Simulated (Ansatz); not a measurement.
B

```
B
1.0
     4.27786    0.00000    0.00000
     0.00000    4.27786    0.00000
     0.00000    0.00000    4.27786
B
12
Direct
  0.25000 0.25000 0.25000
  0.75000 0.75000 0.25000
  0.75000 0.25000 0.75000
  0.25000 0.75000 0.75000
  0.75000 0.25000 0.25000
  0.25000 0.75000 0.25000
  0.25000 0.25000 0.75000
  0.75000 0.75000 0.75000
  0.50000 0.00000 0.00000
  0.00000 0.50000 0.00000
  0.00000 0.00000 0.50000
  0.50000 0.50000 0.50000
```

Space group Fm-3m; a structure generated by program, which may or may not match a known phase; computed without spin polarisation.

Method: DFT PBE, scalar-relativistic, plane waves, PAW (Ansatz).

The density is the valence pseudo-density of a PAW calculation; it isn't the true density close to the nuclei.

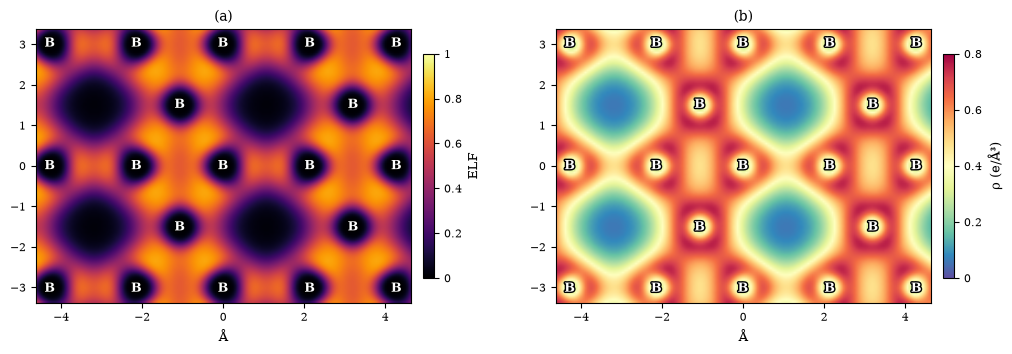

Figure 1. (a) electron localisation function; (b) valence electron density on the (110) plane of the conventional cell.

Question: Read the bonding off the picture.

Answer: The plane passes through B nuclei.
B–B (1.85 Å): ρ is about 0.67 e/Å³ halfway; the ELF peaks at about 0.80 between the atoms.
Between the atoms the lowest density in this plane is 0.06 e/Å³.

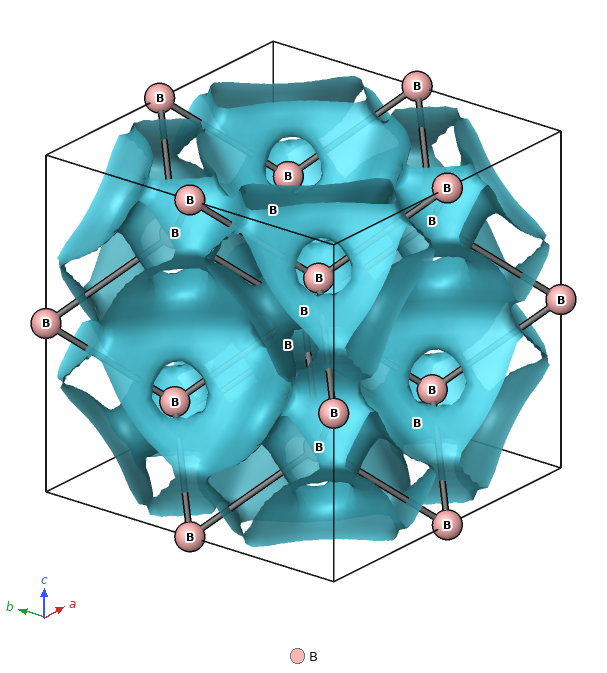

Figure 2. Isosurface of the electron localisation function at 0.55 (cyan), seen at an oblique angle. Core shells and regions of very low density are left out. Sticks mark near contacts.

Question: Identify the bonds, lone pairs and shells in this picture.

Answer: The ELF exceeds this value in one network that runs through the whole crystal, counted in one cell of 12 atoms. Regions shared between cells count once. There are no localised bonds or lone pairs at this value.

Question: Metal or insulator at this level of theory?

Answer: It is gapless in this calculation (a metal or semimetal).
